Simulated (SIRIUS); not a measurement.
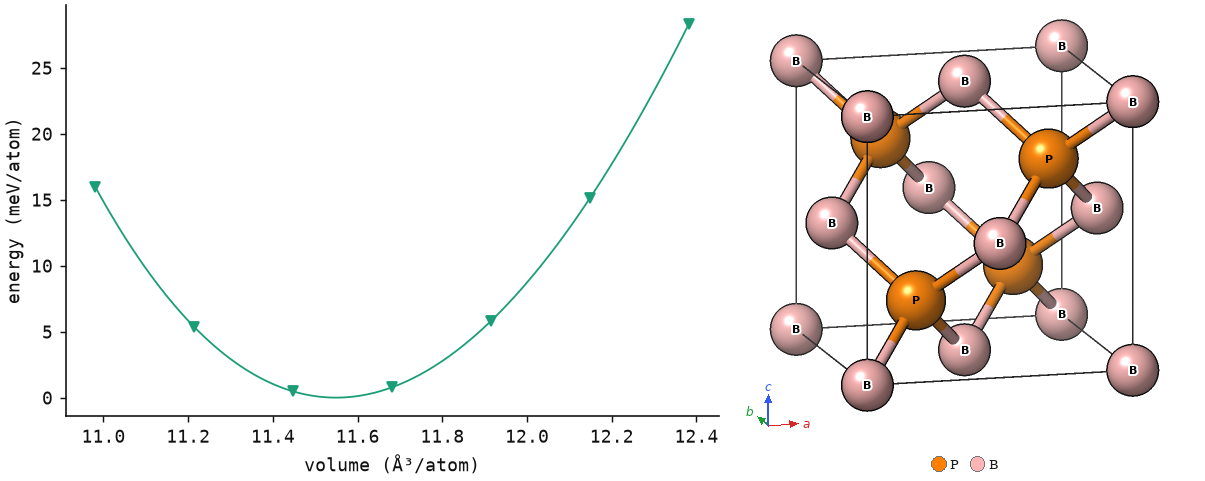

The plot gives the computed energy against volume for BP, space group F-43m (No. 216). The conventional cell is drawn beside the plot.

Starting cell:
```cif
data_structure
_symmetry_space_group_name_H-M 'P 1'
_symmetry_Int_Tables_number 1
_cell_length_a 3.2089
_cell_length_b 3.2089
_cell_length_c 3.2089
_cell_angle_alpha 60.000
_cell_angle_beta 60.000
_cell_angle_gamma 60.000
_cell_volume 23.36
loop_
_atom_site_label
_atom_site_type_symbol
_atom_site_fract_x
_atom_site_fract_y
_atom_site_fract_z
_atom_site_occupancy
P1 P 0.75000 0.75000 0.75000 1
B1 B 0.00000 0.00000 0.00000 1
```

How it was computed, with SIRIUS 7.12.0: plane-wave DFT, no spin polarisation; energies at scaled volumes of the given cell, shape and fractions fixed, counted from the fit's minimum, third-order Birch-Murnaghan fit. Level: PBEsol.

k mesh 10×10×10; occupations Fermi–Dirac; smearing width 0.05 eV; potentials dojo sr pbesol 0.4.1 standard; wave cutoff 1054 eV; density cutoff 4214 eV.

From this curve and the settings, what does the calculation give for the pressure at the same points?

The pressure falls from 9.35 GPa at volume 10.98 Å³/atom to −10.32 GPa at 12.38 Å³/atom, and changes sign near 11.55 Å³/atom.

| volume (Å³/atom) | pressure (GPa) |
| --- | --- |
| 10.98 | 9.35 |
| 11.21 | 5.23 |
| 11.45 | 1.49 |
| 11.68 | −1.90 |
| 11.92 | −4.98 |
| 12.15 | −7.78 |
| 12.38 | −10.32 |
